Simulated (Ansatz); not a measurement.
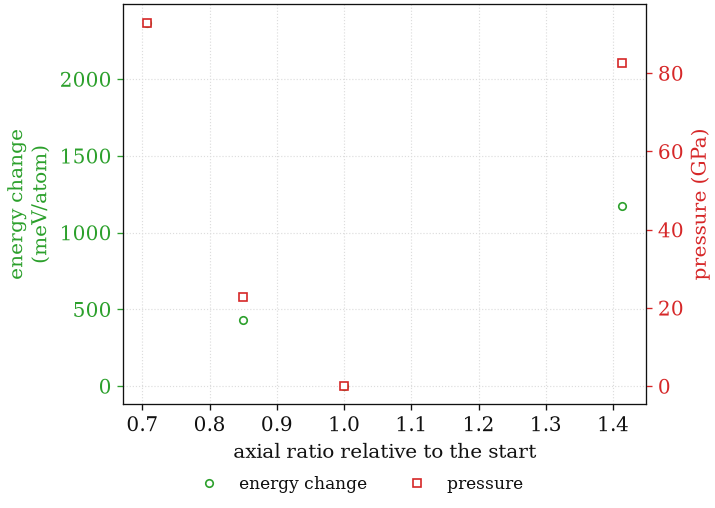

The plot gives the computed energy change and pressure against relative axial ratio for WC, space group Fm-3m (No. 225).

Structure:
```
CELL_PARAMETERS angstrom
0.00000 2.17269 2.17269
2.17269 0.00000 2.17269
2.17269 2.17269 0.00000
ATOMIC_POSITIONS crystal
W 0.00000 0.00000 0.00000
C 0.50000 0.50000 0.50000
```

How it was computed, with Ansatz 0.2.0: deformation of a crystal at fixed volume, lengths along the axis scaled against those across it, fractional coordinates fixed, by plane-wave density functional theory with PAW datasets, free energies less that of the undisturbed cell, pressure positive in compression; scalar-relativistic. Level: PBEsol, no spin polarisation.

```json
{"setting": "wave cutoff", "value": "420 eV"}
{"setting": "k mesh", "value": "26×26×26"}
{"setting": "occupations", "value": "Gaussian"}
{"setting": "smearing width", "value": "0.15 eV"}
{"setting": "k shift", "value": "(0, 0, 0) (mesh steps)"}
{"setting": "start", "value": "relaxed"}
{"setting": "path", "value": "tetragonal"}
{"setting": "axis direction", "value": "(0, 0, 1) (Cartesian unit vector)"}
```

The point at relative axial ratio 1.200 is left out of the plot. What does the calculation give there?

| axial ratio relative to the start | energy change (meV/atom) | pressure (GPa) |
| --- | --- | --- |
| 1.200 | 355 | 25.4 |
